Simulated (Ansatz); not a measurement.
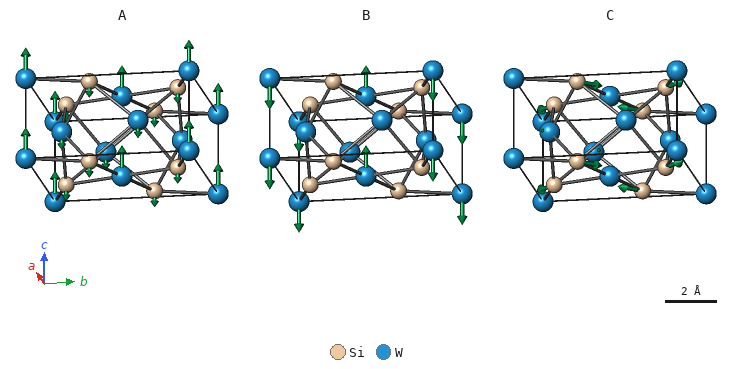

Modes of crystalline Si2W3, space group P4/mbm (No. 127), at the zone centre. Displacements are drawn as green arrows; their common scale and sign are arbitrary. A ball-and-stick model of the cell of the calculation, seen from a free direction.

Method: DFT PBE, scalar-relativistic, plane waves, PAW in Ansatz.

Which are infrared-active and which Raman-active?

A is A₂u, infrared-active by symmetry (101 cm⁻¹). B is A₁u, silent by symmetry (neither infrared- nor Raman-active) (107 cm⁻¹). C is B₁g, Raman-active by symmetry (371 cm⁻¹). The crystal has a centre of inversion, so no mode is both. In a metal the free carriers screen the infrared response.
